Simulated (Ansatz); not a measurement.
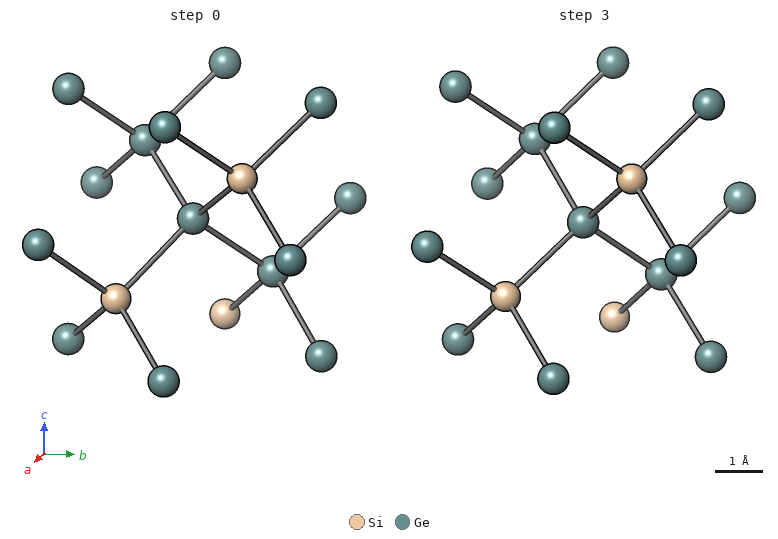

The structure of solid Si12Ge52 (a generated structure, set up in P1) before (left) and after (right) a relaxation, at one scale.

The picture is a ball-and-stick view of the atoms within 4.2 Å of the atom that moves most (axes of the cell of the calculation), seen slightly off an axis.

All numbers below come from DFT, PBEsol, PAW, plane waves in Ansatz 0.2.0. Settings: plane-wave cutoff 420 eV; k-point mesh 1 × 1 × 1; mesh shifted by (0.5, 0.5, 0.5); no spin polarisation; cell relaxed at fixed shape; force threshold 0.03 eV/Å; at most 80 steps.

**What changed between the two?**

After 3 geometry steps the energy has fallen by 0.805 eV per cell of the calculation. The largest force component goes from 1.1 to 0.015 eV/Å. The pressure goes from −0.06 to −0.01 GPa. The largest move relative to the cell is that of a Ge atom, 0.10 Å roughly along [2 1 −2]. By element the largest moves are Ge 0.10 Å, Si 0.07 Å. The volume changes by −0.3 %, with a = b = c 11.259 → 11.249 Å (−0.1 %). Near-neighbour distances that change, for instance: Ge–Ge 2.346 → 2.461 Å, Ge–Si 2.499 → 2.405 Å, Ge–Ge 2.391 → 2.452 Å, Ge–Si 2.454 → 2.403 Å. Among the angles between lasting bonds that change: Ge–Si–Ge 106.3° → 109.6°, Si–Ge–Ge 112.3° → 109.6°, Si–Ge–Si 107.8° → 110.5°. The space group stays P1 (No. 1).
